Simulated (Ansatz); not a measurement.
**Molecular dynamics of Mg$_{12}$O$_{13}$ (part 2 of 2)**

The same run, continued: Mg$_{12}$O$_{13}$ (slab, 25 atoms in the cell); DFT PBE, scalar-relativistic, plane waves, PAW, PAW set soft_1, spin-polarised (Ansatz 0.2.0); cutoff 420 eV, 2×2×1 k-mesh, Fermi–Dirac smearing of 0.02 eV, collinear spins. The structure derives from an entry of the Crystallography Open Database. The input holds or restrains some coordinates. It belongs to a series of runs on one base structure; here: dynamics from the last frame of the run before.

Output, continued
```
md step    37: t =    37.00 fs  T =   308.1 K  F+E_penalty+E_count = -30472.00494961 eV  E_kin = 0.677043 eV  conserved = -30471.32863915 eV  (11 SCF iters)
md step    38: t =    38.00 fs  T =   302.3 K  F+E_penalty+E_count = -30471.99205348 eV  E_kin = 0.664300 eV  conserved = -30471.32857977 eV  (12 SCF iters)
md step    39: t =    39.00 fs  T =   297.4 K  F+E_penalty+E_count = -30471.98117115 eV  E_kin = 0.653602 eV  conserved = -30471.32849909 eV  (12 SCF iters)
md step    40: t =    40.00 fs  T =   294.1 K  F+E_penalty+E_count = -30471.97360673 eV  E_kin = 0.646235 eV  conserved = -30471.32841444 eV  (13 SCF iters)
md step    41: t =    41.00 fs  T =   292.9 K  F+E_penalty+E_count = -30471.97073620 eV  E_kin = 0.643557 eV  conserved = -30471.32834557 eV  (13 SCF iters)
md step    42: t =    42.00 fs  T =   294.3 K  F+E_penalty+E_count = -30471.97367134 eV  E_kin = 0.646658 eV  conserved = -30471.32831400 eV  (11 SCF iters)
md step    43: t =    43.00 fs  T =   298.6 K  F+E_penalty+E_count = -30471.98294228 eV  E_kin = 0.656058 eV  conserved = -30471.32833233 eV  (11 SCF iters)
md step    44: t =    44.00 fs  T =   305.6 K  F+E_penalty+E_count = -30471.99831285 eV  E_kin = 0.671523 eV  conserved = -30471.32839926 eV  (11 SCF iters)
md step    45: t =    45.00 fs  T =   315.0 K  F+E_penalty+E_count = -30472.01879846 eV  E_kin = 0.692083 eV  conserved = -30471.32850052 eV  (11 SCF iters)
md step    46: t =    46.00 fs  T =   326.0 K  F+E_penalty+E_count = -30472.04288588 eV  E_kin = 0.716252 eV  conserved = -30471.32861217 eV  (11 SCF iters)
md step    47: t =    47.00 fs  T =   337.8 K  F+E_penalty+E_count = -30472.06887010 eV  E_kin = 0.742345 eV  conserved = -30471.32871274 eV  (11 SCF iters)
md step    48: t =    48.00 fs  T =   349.9 K  F+E_penalty+E_count = -30472.09518778 eV  E_kin = 0.768814 eV  conserved = -30471.32878773 eV  (11 SCF iters)
md step    49: t =    49.00 fs  T =   361.5 K  F+E_penalty+E_count = -30472.12064600 eV  E_kin = 0.794471 eV  conserved = -30471.32883256 eV  (11 SCF iters)
md step    50: t =    50.00 fs  T =   372.5 K  F+E_penalty+E_count = -30472.14450156 eV  E_kin = 0.818566 eV  conserved = -30471.32885174 eV  (11 SCF iters)
md step    51: t =    51.00 fs  T =   382.6 K  F+E_penalty+E_count = -30472.16640571 eV  E_kin = 0.840741 eV  conserved = -30471.32885468 eV  (11 SCF iters)
md step    52: t =    52.00 fs  T =   391.8 K  F+E_penalty+E_count = -30472.18626531 eV  E_kin = 0.860889 eV  conserved = -30471.32885245 eV  (11 SCF iters)
md step    53: t =    53.00 fs  T =   400.0 K  F+E_penalty+E_count = -30472.20407953 eV  E_kin = 0.879000 eV  conserved = -30471.32885427 eV  (11 SCF iters)
md step    54: t =    54.00 fs  T =   407.3 K  F+E_penalty+E_count = -30472.21979898 eV  E_kin = 0.895019 eV  conserved = -30471.32886475 eV  (12 SCF iters)
md step    55: t =    55.00 fs  T =   413.6 K  F+E_penalty+E_count = -30472.23323499 eV  E_kin = 0.908753 eV  conserved = -30471.32888535 eV  (12 SCF iters)
md step    56: t =    56.00 fs  T =   418.6 K  F+E_penalty+E_count = -30472.24403067 eV  E_kin = 0.919847 eV  conserved = -30471.32891458 eV  (12 SCF iters)
md step    57: t =    57.00 fs  T =   422.2 K  F+E_penalty+E_count = -30472.25169360 eV  E_kin = 0.927811 eV  conserved = -30471.32894702 eV  (12 SCF iters)
md step    58: t =    58.00 fs  T =   424.2 K  F+E_penalty+E_count = -30472.25568516 eV  E_kin = 0.932114 eV  conserved = -30471.32897482 eV  (12 SCF iters)
md step    59: t =    59.00 fs  T =   424.3 K  F+E_penalty+E_count = -30472.25555630 eV  E_kin = 0.932316 eV  conserved = -30471.32898688 eV  (13 SCF iters)
md step    60: t =    60.00 fs  T =   422.4 K  F+E_penalty+E_count = -30472.25111192 eV  E_kin = 0.928230 eV  conserved = -30471.32897237 eV  (11 SCF iters)
md step    61: t =    61.00 fs  T =   418.7 K  F+E_penalty+E_count = -30472.24257705 eV  E_kin = 0.920088 eV  conserved = -30471.32892414 eV  (11 SCF iters)
md step    62: t =    62.00 fs  T =   413.5 K  F+E_penalty+E_count = -30472.23072073 eV  E_kin = 0.908662 eV  conserved = -30471.32883897 eV  (11 SCF iters)
md step    63: t =    63.00 fs  T =   407.4 K  F+E_penalty+E_count = -30472.21688930 eV  E_kin = 0.895290 eV  conserved = -30471.32872324 eV  (12 SCF iters)
md step    64: t =    64.00 fs  T =   401.3 K  F+E_penalty+E_count = -30472.20290531 eV  E_kin = 0.881779 eV  conserved = -30471.32859247 eV  (11 SCF iters)
md step    65: t =    65.00 fs  T =   396.0 K  F+E_penalty+E_count = -30472.19081638 eV  E_kin = 0.870157 eV  conserved = -30471.32846850 eV  (13 SCF iters)
md step    66: t =    66.00 fs  T =   392.4 K  F+E_penalty+E_count = -30472.18253570 eV  E_kin = 0.862312 eV  conserved = -30471.32837595 eV  (12 SCF iters)
md step    67: t =    67.00 fs  T =   391.2 K  F+E_penalty+E_count = -30472.17946499 eV  E_kin = 0.859631 eV  conserved = -30471.32833416 eV  (12 SCF iters)
md step    68: t =    68.00 fs  T =   392.6 K  F+E_penalty+E_count = -30472.18221797 eV  E_kin = 0.862723 eV  conserved = -30471.32834791 eV  (12 SCF iters)
md step    69: t =    69.00 fs  T =   396.5 K  F+E_penalty+E_count = -30472.19053675 eV  E_kin = 0.871342 eV  conserved = -30471.32840868 eV  (12 SCF iters)
prec
[...]
SCF iter  14: F=-30471.909090 eV  HF=-30471.909090 eV  |F-HF|=2.82e-8  |Δ(HF+E_count)|=   2.75e-8  Δρ=1.98e-6 (↑1.39e-6 ↓1.98e-6)  dr2=4.18e-8  dr2_m=5.24e-9  M=3.407 μB ∫|m|=3.553 μB  ethr=5.05e-11  ⟨swp⟩=3.1  Hψ=3108  notcnv=0
SCF 301 converged in 14 iterations: F = -30471.909090 eV  dr2 = 4.18e-8
md step   300: t =   300.00 fs  T =   352.2 K  F+E_penalty+E_count = -30471.90908979 eV  E_kin = 0.774022 eV  conserved = -30471.32815927 eV  (14 SCF iters)
```

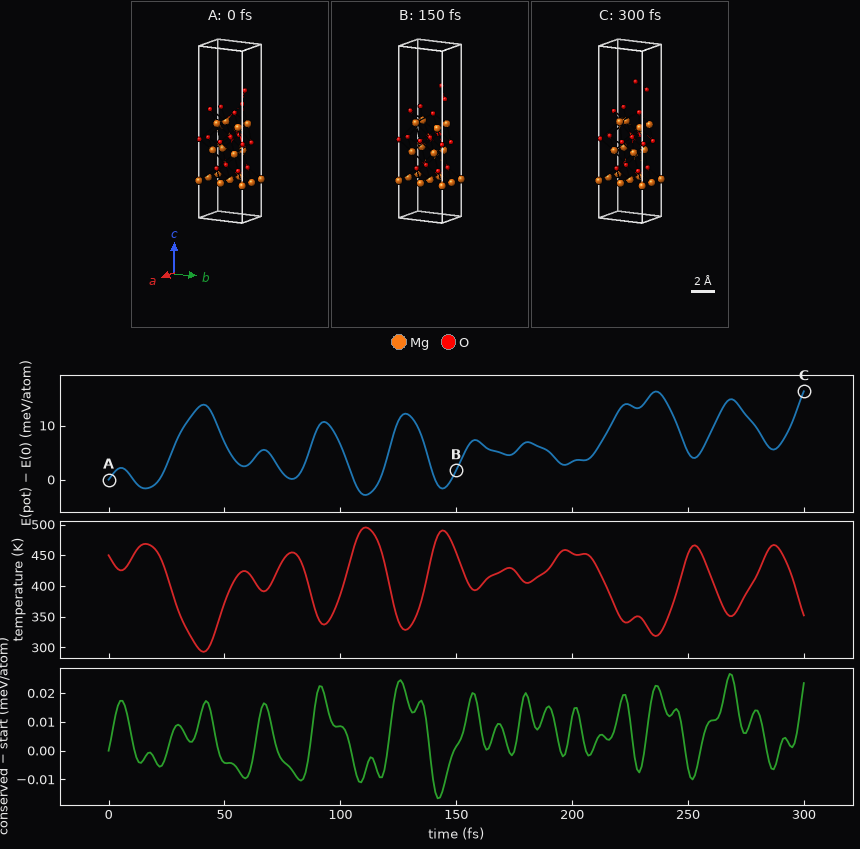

**Figure 1.** Frames of the molecular dynamics (ball-and-stick, simulation cell, with the vacuum cut short, seen slightly off an axis) above the curves, on which the letters mark them. The trajectory kept here has 301 frames over 300 fs. The temperature starts at 450 K, ranges from 293 to 495 K and averages 406 K over the second half. The potential energy ends 16.3 meV/atom above its first value. The conserved quantity stays within 0.043 meV/atom. With the common drift removed, the root-mean-square displacement is 0.40 Å, and O24 has moved furthest (1.33 Å).

```
SCF converged after 14 iterations
Magnetization: 3.4072 μB (100.7036 up, 97.2964 down)
Absolute magnetization: 3.5509 μB (∫|ρ↑−ρ↓|, with the PAW one-centre terms)
Spin contamination: 0.0191 ħ² per cell (⟨S²⟩ above its minimum at these occupations)
Per-site moments (μB) at R_I (Å): [(0.0009583180426140558, 0.8188126150946591), (0.004321886212456019, 0.818812615094659), (0.00034435303081544843, 0.818812615094659), (0.00015290417414016495, 0.8188126150946591), (0.0007158817225244864, 0.8188126150946591), (0.002472347343394675, 0.818812615094659), (0.0005841611583991245, 0.818812615094659), (0.0011136841909319191, 0.8188126150946591), (-4.351147854654776e-5, 0.7659853382749198), (-0.0011954217869504207, 0.7659853382749198), (-7.654500253157102e-5, 0.8259056201538819), (0.0009234970845187839, 0.8259056201538819), (-0.00012681210995861916, 0.7800036494973822), (0.001180730588331131, 0.8204917018664275), (-6.464510740121051e-5, 0.7929203981371021), (0.00032496856215538135, 0.8021813034772545), (0.0008189534809608938, 0.7829260017267807), (0.4186848419429933, 0.7738661598766984), (-5.828200038736989e-5, 0.7886364310387028), (0.43055587003318707, 0.7770382266592546), (0.00853520342766418, 0.763514326585625), (0.3898842129839441, 0.763514326585625), (-0.0003564221886689796, 0.7770382266592546), (0.5326197220614335, 0.5081764124211084), (0.5759000159102378, 0.5081764124211084)]
Free energy (F): -30471.909090 eV
Harris-Foulkes:  -30471.909090 eV  (|F-HF|=2.82e-8)
Internal energy: -30471.897452 eV  (E = F + TS)
E sigma→0 (E₀):  -30471.903271 eV
Entropy (-TS):   -0.011638 eV (-0.466 meV/atom)
Fermi energy:    0.885221 eV
--- Per-component energies (eV) ---
  E_band       = -5287.714706
  E_kinetic    = 3088.716591
  E_local      = -149488.193497  (includes V_loc(G=0)·N_el)
  E_nonlocal   = 3022.686230
  E_hartree    = 70387.940688
  E_xc         = -1272.519088
  E_vxc        = -1629.379911  (∫ρ·V_xc dr)
  E_paw        = -5715.091694  (= ΣΔE_a)
  E_vpaw       = -1057.434163  (= ΣTr[D̂ρ^β])
  E_aug_tail   = 0.008215  (compensation charges beyond the density's cutoff)
  E_ewald      = 49504.555104
  E_smearing   = -0.011638  (= −TS)
  E_closure    = -0.000000  (closes the sum)
  Σ components = -30471.909090   (vs F -30471.909090, Δ=0.00e0)
--- Forces (eV/Å), atoms counted from 1 ---
  atom   1  Mg     0.06788053    -0.04128059    -0.54198124
  atom   2  O     -0.05335578    -0.02156394     0.64002128
  atom   3  Mg    -0.03056907     0.07065070    -0.92413500
  atom   4  O     -0.11532909     0.40683649     1.03837269
  atom   5  Mg    -0.07503140    -0.12625028    -0.52643987
  atom   6  O     -0.22168522     0.05956500     0.76599501
  atom   7  Mg     0.01931740     0.16220090    -0.70076961
  atom   8  O     -0.07688529     0.32183212     1.28962106
  atom   9  Mg    -2.04607405     1.90942291    -1.08092857
  atom  10  O     -0.03364406    -0.38665398     1.45032837
  atom  11  Mg     0.53236288    -0.75310910     0.28061831
  atom  12  O      0.15646148    -0.07043607    -0.79881501
  atom  13  Mg     1.78323532     1.51268954    -0.56497579
  atom  14  O      0.12297324    -0.75141177    -0.69544464
  atom  15  Mg    -0.91003421    -2.44516064    -0.46347309
  atom  16  O      0.55472664    -0.02677125    -1.13975224
  atom  17  Mg     0.54566083    -0.13766249     0.33873730
  atom  18  O     -0.21705998     0.06410760     0.72404408
  atom  19  Mg    -0.29284014     0.77859086     0.41668127
  atom  20  O     -0.08844217    -1.70766437    -0.01290134
  atom  21  Mg    -0.59252281    -0.03622537     0.19779525
  atom  22  O      0.67954402    -0.03766952     0.28381409
  atom  23  Mg     0.28747598     1.28892369     0.06108695
  atom  24  O      0.39998958    -0.96984032     0.64088003
  atom  25  O     -0.39610579     0.93688470    -0.67835909
  max |Σ_I F_I| component: 4.89e-5 eV/Å
--- MD trajectory: 300 steps, t = 0.0 → 300.0 fs ---
  final state: T = 352.2 K   F+E_penalty+E_count = -30471.90908979 eV   E_kin = 0.774022 eV
  conserved energy: peak-to-peak 1.081e-3 eV (4.324e-5 eV/atom) over 300.0 fs
```

Trajectory as extended XYZ (Å, eV, eV/Å), 4 of the 301 frames kept, from step=0 to step=300
```
25
Lattice="5.6144 0.0000 0.0000 2.8072 4.8622 0.0000 0.0000 0.0000 18.7302" Properties=species:S:1:pos:R:3:forces:R:3 step=0 time_fs=0.0 energy=-30472.31759 temperature=450.0
Mg    0.0000    0.0000    1.0000   -0.1286  -0.0748  -0.7594
O     4.2108    4.0519    2.1460   -0.0318  -0.1287   0.5694
Mg    1.4036    2.4311    1.0000    0.0842   0.1155  -0.9294
O     2.8072    1.6207    2.1460    0.2285   0.2059   0.7361
Mg    2.8072    0.0000    1.0000    0.1107   0.0418  -0.7759
O     7.0180    4.0519    2.1460    0.2241  -0.0428   0.4141
Mg    4.2108    2.4311    1.0000   -0.0434  -0.0638  -0.9089
O     5.6144    1.6207    2.1460   -0.1985   0.2224   0.8837
Mg    5.6424    3.2713    3.4512    0.0787  -0.3888   0.3651
O     1.4192    2.4016    4.6634    0.3356   0.8053   0.1790
Mg    4.2380    0.8366    3.5958   -0.3603  -0.0931  -0.8050
O    -0.0379    0.0342    4.6581    0.9115  -0.8013   0.2460
Mg    2.9000    3.2128    3.5203   -1.0575   0.8728   0.0835
O     4.1830    2.4810    4.7937    0.3634  -0.1979  -0.3938
Mg    1.3832    0.8728    3.4500    0.1107  -0.9158   0.5611
O     2.7857   -0.0317    4.5365    0.2330   0.8180   0.8938
Mg    2.8264    1.6181    6.0051    0.4187  -1.1692   0.9816
O     4.2938    0.6265    7.2103   -0.4321   1.4523  -0.6547
Mg    4.4336    4.1337    6.0427   -1.4906  -0.5200  -1.0242
O     5.6969    3.3226    7.1306    0.4605  -0.6581   0.4432
Mg    5.6852    1.6806    6.1284   -0.8368  -1.0049   0.3123
O     1.4201    0.7385    7.1174    0.4863   1.2910   0.2900
Mg    7.0425    4.0463    6.0017    0.4741   0.3319  -0.6800
O     2.9356    3.1608    7.5998   -0.0249  -0.0430   0.0438
O     2.6465    3.3202    8.7789    0.0846  -0.0548  -0.0718
25
Lattice="5.6144 0.0000 0.0000 2.8072 4.8622 0.0000 0.0000 0.0000 18.7302" Properties=species:S:1:pos:R:3:forces:R:3 step=100 time_fs=100.0 energy=-30472.15487 temperature=386.1
Mg    0.0000    0.0000    1.0000   -0.0803  -0.0111  -0.7913
O     4.2108    4.0519    2.1460    0.0351  -0.7539   0.2535
Mg    1.4036    2.4311    1.0000   -0.0134  -0.0122  -0.9732
O     2.8072    1.6207    2.1460    0.1368  -0.7719   0.3482
Mg    2.8072    0.0000    1.0000    0.0916  -0.0079  -0.9627
O     7.0180    4.0519    2.1460    0.1677  -0.3343   0.4474
Mg    4.2108    2.4311    1.0000    0.0579  -0.0805  -0.9147
O     5.6144    1.6207    2.1460    0.0016  -0.4706   0.6336
Mg    5.6822    3.1447    3.4547   -0.3668  -0.6191   0.5446
O     1.4198    2.3748    4.6758    0.7547  -0.7198   0.0167
Mg    4.2241    0.6429    3.5789    1.1474   1.1484  -0.4772
O     0.0707   -0.1766    4.6599   -0.3577   0.1483   0.2433
Mg    2.8567    3.0139    3.4750    0.0470   1.4624   1.1717
O     4.3062    2.3378    4.7579   -0.9512  -0.5387  -0.6563
Mg    1.4514    0.6420    3.4591   -1.0369   1.4488   0.6420
O     2.8004   -0.1235    4.5524    0.4943   0.4040   1.0320
Mg    2.8963    1.5038    6.1431   -0.6803   0.7568  -0.8289
O     4.2690    0.7010    7.1204   -0.2488  -0.6426   0.6713
Mg    4.3326    3.9804    5.9330    0.3610  -0.0615   1.0709
O     5.7503    3.1468    7.1808   -0.4898   0.3374  -0.7456
Mg    5.6727    1.4333    6.1775    1.2104   1.4588  -0.4234
O     1.5603    0.6916    7.1930   -0.6269  -0.8097  -0.5102
Mg    6.9764    4.0772    5.9443    0.1235  -1.6355   0.1740
O     2.8666    3.1072    7.6186   -0.3153   0.1827   1.1507
O     2.4476    3.0512    8.7878    0.5384   0.1215  -1.1165
25
Lattice="5.6144 0.0000 0.0000 2.8072 4.8622 0.0000 0.0000 0.0000 18.7302" Properties=species:S:1:pos:R:3:forces:R:3 step=200 time_fs=200.0 energy=-30472.23459 temperature=453.3
Mg    0.0000    0.0000    1.0000   -0.1149   0.0291  -0.9499
O     4.2108    4.0519    2.1460   -0.1380   0.1785   0.8788
Mg    1.4036    2.4311    1.0000    0.0842   0.0121  -0.6873
O     2.8072    1.6207    2.1460   -0.0541   0.0521   0.8379
Mg    2.8072    0.0000    1.0000    0.0964   0.1100  -0.6815
O     7.0180    4.0519    2.1460    0.0204   0.1525   0.9724
Mg    4.2108    2.4311    1.0000   -0.0875  -0.1141  -0.7257
O     5.6144    1.6207    2.1460   -0.1354  -0.0173   1.1643
Mg    5.5608    3.2823    3.5250    0.8342  -0.3674   0.0774
O     1.3772    2.4158    4.7487    0.3190   0.7966  -0.7173
Mg    4.2277    0.8428    3.6144   -1.0775  -0.3631  -0.4359
O    -0.0021   -0.0401    4.7492   -0.4893   0.4531   0.2278
Mg    2.8214    3.3746    3.5165   -0.7523  -2.1111   0.0262
O     4.1865    2.4576    4.6828   -0.5468   0.0672   0.3130
Mg    1.3227    0.8076    3.4980    1.3777   0.6288   0.6048
O     2.7653   -0.0571    4.7124    0.2533   1.0349  -0.5941
Mg    2.7431    1.6718    6.0119    0.6059  -1.3844   0.2916
O     4.0765    0.8273    7.2384    0.2334   0.1118  -1.0080
Mg    4.2213    4.1172    6.1325    0.1381   0.0433  -0.3423
O     5.4686    3.1422    7.2085    0.2647   1.1138   0.2389
Mg    5.5927    1.6715    6.0876   -0.8918  -1.3855   0.0283
O     1.3693    0.8621    7.1080    0.3182   0.1358   0.5695
Mg    6.8573    4.0513    6.1698   -0.1657   0.7099   0.1159
O     2.7981    3.2379    8.3285   -0.0433   0.5972  -1.4373
O     2.7718    2.8626    9.4628   -0.0484  -0.4838   1.2324
25
Lattice="5.6144 0.0000 0.0000 2.8072 4.8622 0.0000 0.0000 0.0000 18.7302" Properties=species:S:1:pos:R:3:forces:R:3 step=300 time_fs=300.0 energy=-30471.90909 temperature=352.2
Mg    0.0000    0.0000    1.0000    0.0679  -0.0413  -0.5420
O     4.2108    4.0519    2.1460   -0.0534  -0.0216   0.6400
Mg    1.4036    2.4311    1.0000   -0.0306   0.0707  -0.9241
O     2.8072    1.6207    2.1460   -0.1153   0.4068   1.0384
Mg    2.8072    0.0000    1.0000   -0.0750  -0.1262  -0.5264
O     7.0180    4.0519    2.1460   -0.2217   0.0596   0.7660
Mg    4.2108    2.4311    1.0000    0.0193   0.1622  -0.7008
O     5.6144    1.6207    2.1460   -0.0769   0.3218   1.2896
Mg    5.6479    3.2080    3.5882   -2.0461   1.9094  -1.0809
O     1.3983    2.5572    4.6661   -0.0336  -0.3867   1.4503
Mg    4.1398    0.9399    3.5469    0.5324  -0.7531   0.2806
O    -0.0844    0.0970    4.7155    0.1565  -0.0704  -0.7988
Mg    2.7109    3.2996    3.5252    1.7832   1.5127  -0.5650
O     4.1110    2.5971    4.7826    0.1230  -0.7514  -0.6954
Mg    1.4146    0.9925    3.5496   -0.9100  -2.4452  -0.4635
O     2.7197    0.0885    4.6727    0.5547  -0.0268  -1.1398
Mg    2.6728    1.6070    6.0275    0.5457  -0.1377   0.3387
O     4.1138    0.9081    7.0461   -0.2171   0.0641   0.7240
Mg    4.1644    4.2048    5.9527   -0.2928   0.7786   0.4167
O     5.5449    3.6860    7.1694   -0.0884  -1.7077  -0.0129
Mg    5.5155    1.8821    6.2676   -0.5925  -0.0362   0.1978
O     1.2428    0.9144    7.0978    0.6795  -0.0377   0.2838
Mg    6.9257    4.1671    5.9818    0.2875   1.2889   0.0611
O     2.7030    3.5138    8.8588    0.4000  -0.9698   0.6409
O     3.0920    2.5942    9.5804   -0.3961   0.9369  -0.6784
```

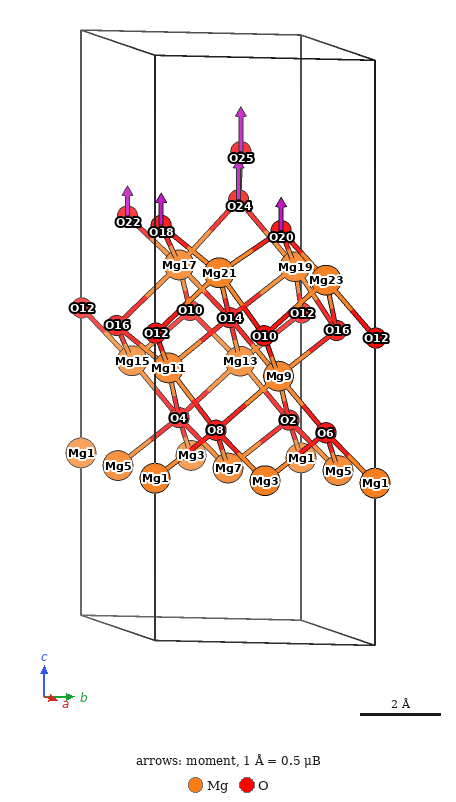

**Figure 2.** Magnetic moments of the sites as pink arrows (ball-and-stick view of the cell of the calculation, with the vacuum cut short, seen slightly off an axis; atoms are numbered from 1 in the order of the input); small moments hardly show. The run is collinear, so the axis drawn is arbitrary. Site moments: O25 (0.58 μB); O24 (0.53 μB); O20 (0.43 μB); O18 (0.42 μB); O22 (0.39 μB). They are counted near the atoms and needn't add up to the moment of the cell.
